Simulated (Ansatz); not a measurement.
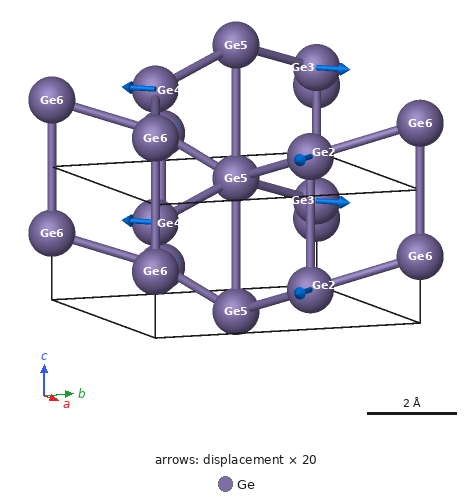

A relaxation of crystalline Ge (a generated structure, set up in P-4n2) (coarse preliminary run). The starting structure is drawn; blue arrows show the displacements (the part carried along by the change of the cell is left out), magnified 20 times.

Style: ball-and-stick. Shown: the cell of the calculation, repeated 1 × 1 × 2 with one cell outlined, slightly off an axis.

The calculation used DFT PBE, scalar-relativistic, plane waves, PAW in Ansatz 0.2.0. Settings: plane-wave cutoff 420 eV; k-point mesh 4 × 4 × 6; occupations gaussian; smearing width 0.1 eV; no spin polarisation; cell and atoms relaxed; force threshold 0.04 eV/Å; at most 70 steps.

**Describe the change and its energy.**

The largest moves relative to the cell, 0.042 Å, are those of Ge atoms. The volume changes by −1.2 %, with a = b 6.425 → 6.633 Å (+3.2 %), c 3.043 → 2.822 Å (−7.3 %). Among the contacts that change: Ge–Ge 3.043 → 2.822 Å, Ge–Ge 2.595 → 2.673 Å. Bond angles that change, for instance: Ge–Ge–Ge 145.9° → 149.4°, Ge–Ge–Ge 134.8° → 132.7°. The space group stays P-4n2 (No. 118). The energy falls by 51.3 meV per atom in 3 accepted moves (5 points after the start). The largest force component goes from 0.13 to 0.0048 eV/Å. The pressure goes from 0.17 to −0.15 GPa. The line search rejected the trial step at point 2 of the run. At 1 point the geometry stayed and the basis and grid were re-selected for the new cell (energy shift of less than 0.05 meV per atom at most each time).
